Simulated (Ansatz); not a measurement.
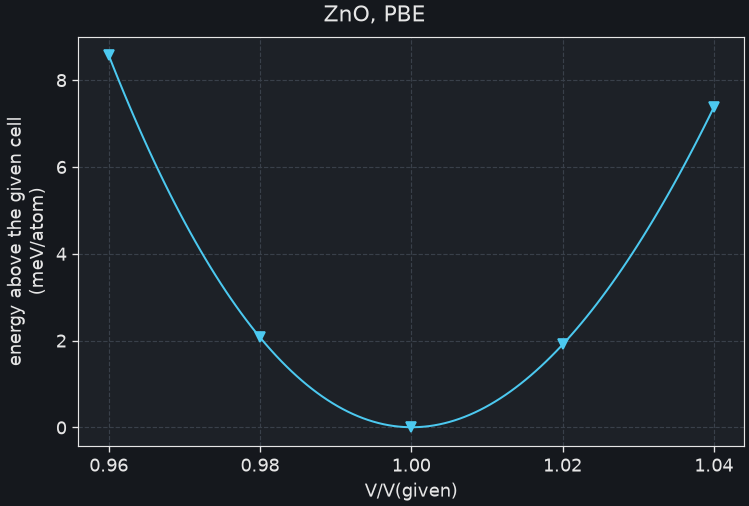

Energy above the given cell against V/V(given) for ZnO, space group P6_3mc (No. 186).

V(given) is 12.33 Å³/atom.

A third-order Birch–Murnaghan fit gives V0 = 12.33 Å³/atom, B0 = 129 GPa and B′ = 4.4. The energy above the given cell is 8.57 meV/atom at V/V(given) 0.96 and 7.37 meV/atom at 1.04; the lowest computed point is at V/V(given) 1.00 (0.00 meV/atom).

Calculation (Ansatz 0.2.0): plane-wave density functional theory, PAW datasets, Gaussian smearing 0.05 eV: equation of state, the given cell scaled in volume with shape and atoms relaxed at each volume; third-order Birch-Murnaghan fit. Level: PBE, no spin polarisation.

- PAW set: soft_2
- wave cutoff: 420 eV
- k mesh: 12×12×8
- symmetry use: detected

Structure:
```
Zn O
1.0
     3.27944    0.00000    0.00000
    -1.63972    2.84008    0.00000
     0.00000    0.00000    5.29346
Zn O
2 2
Direct
  0.33333 0.66667 0.00151
  0.66667 0.33333 0.50151
  0.33333 0.66667 0.38059
  0.66667 0.33333 0.88059
```

One of the inputs:
```
crystal:
  lattice:
    - [3.2794401051, 0.0, 0.0]
    - [-1.6397200526, 2.8400784412, 0.0]
    - [0.0, 0.0, 5.2934578173]
  atoms:
    - { symbol: Zn, position: [0.3333333333, 0.6666666667, 0.0015089684] }
    - { symbol: Zn, position: [0.6666666667, 0.3333333333, 0.5015089684] }
    - { symbol: O, position: [0.3333333333, 0.6666666667, 0.3805910316] }
    - { symbol: O, position: [0.6666666667, 0.3333333333, 0.8805910316] }
basis:
  ecutwfc: 420
  ecutrho_ratio: 4
kpoints:
  mp_grid: { grid: [12, 12, 8] }
  band_path:
    path:
      - [[0.0, 0.0, 0.0], [0.5, 0.0, 0.0], [0.33333333, 0.33333333, 0.0], [0.0, 0.0, 0.0], [0.0, 0.0, 0.5], [0.5, 0.0, 0.5], [0.33333333, 0.33333333, 0.5], [0.0, 0.0, 0.5]]
      - [[0.5, 0.0, 0.5], [0.5, 0.0, 0.0]]
      - [[0.33333333, 0.33333333, 0.5], [0.33333333, 0.33333333, 0.0]]
    npoints: 14
hamiltonian:
  xc: pbe
scf:
  occupations: { method: gaussian, width: 0.05 }
  n_extra_bands: 15
output:
  forces: true
  stress: true
  eigenvalues: true
  populations: true
  dos: { projected: true, de: 0.02, nscf_kmesh: { grid: [18, 18, 12] } }
  bader: true
  write_density: true
  write_potential: true
  elf: true
  volumetric_format: npy
```

Launched with:
```bash
ansatz run input.yaml --threads 2 --pin off --max-ram 2662MiB --backend cpu --events-out ev --progress --plain --runs-dir out
```
